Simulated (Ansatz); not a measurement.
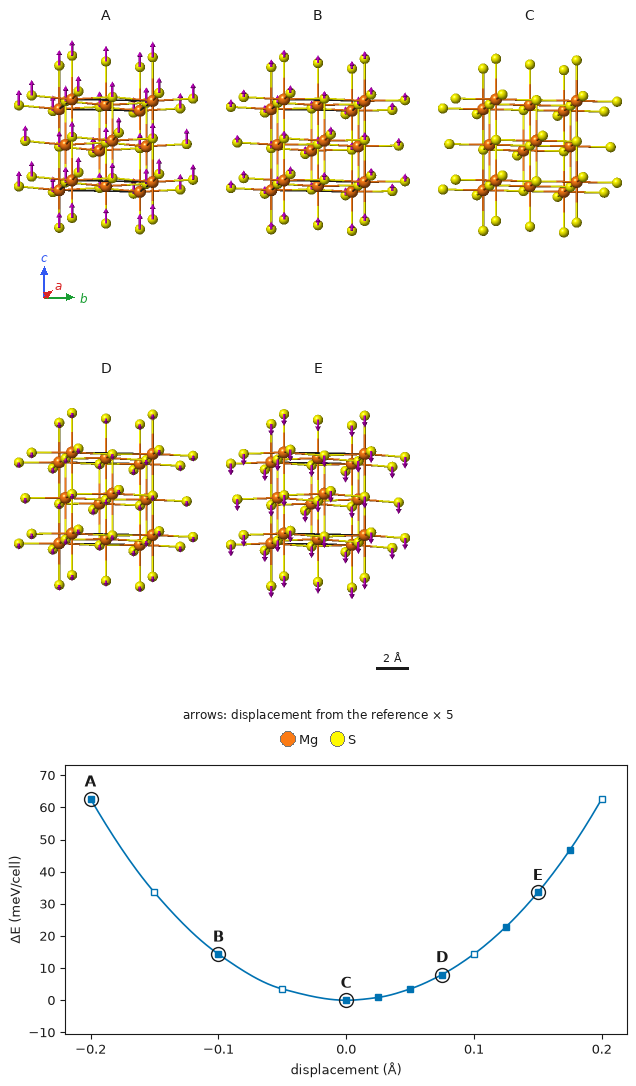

Energy scan for a crystal of MgS (Fm-3m), in which the whole S sublattice is shifted rigidly, towards the nearest copy of atom 1 (Mg) at 2.602 Å, all else fixed. The lettered frames are marked on the plot. Hollow markers are points alike by symmetry, not computed again. Style: ball-and-stick. Shown: the conventional cell (4 times the calculation's cell), along the a axis, with a slight tilt. Purple arrows: displacements from the reference. Lengths and directions refer to the drawn axes.

Level of theory: DFT PBEsol, scalar-relativistic, plane waves, PAW (Ansatz 0.2.0). Settings: plane-wave cutoff 420 eV; k-point mesh 8 × 8 × 8; occupations gaussian; smearing width 0.05 eV; no spin polarisation. Energies (free energies at the smearing named) are counted from the cell as listed in its source, which wasn't relaxed.

### What does the scan show?

Of the computed points the lowest is at the displacement 0.00 Å, 0.0 meV/cell. The end points stand at 62.6 meV/cell (−0.20 Å) and 62.6 meV/cell (0.20 Å). The curvature at zero is about 2.8 eV/Å² per cell. The well is symmetric. At the highest point the shortest interatomic distance is 2.40 Å, against 2.60 Å in the reference. The distortion takes the space group from Fm-3m to I4mm.
